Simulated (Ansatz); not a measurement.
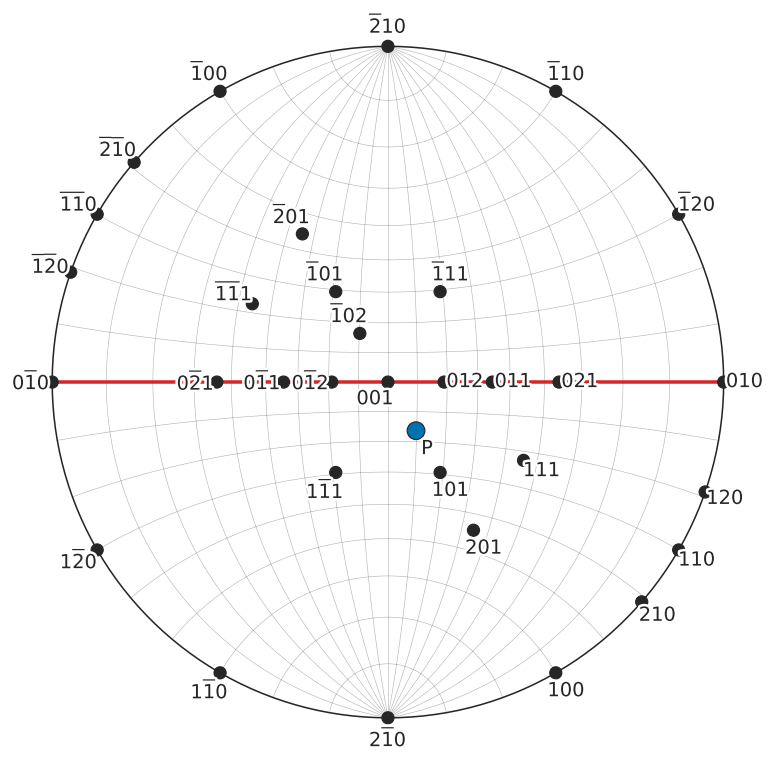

Crystal: Ge, the end point of a relaxation with Ansatz 0.2.0, DFT PBE, scalar-relativistic, plane waves, PAW. Stereographic projection of plane normals (upper hemisphere) centred on (0 0 1). Geometry calculated from the standardised cell; symmetry tolerance 0.002 Å.

a = 10.014 Å, b = 10.014 Å, c = 5.970 Å, α = 90.00°, β = 90.00°, γ = 120.00°.

> Index the pole marked P.

P is (1 0 2), in four indices (1 0 −1 2), 19.0° from the centre.

> Which zone does the coloured great circle trace?

The zone [1 0 0]: its poles satisfy h = 0.

> What is the angle between the normals of (0 −1 2) and (−1 −2 0), and what are their d_hkl = 1/|g|?

72.1°; d = 2.823 Å and 3.278 Å.
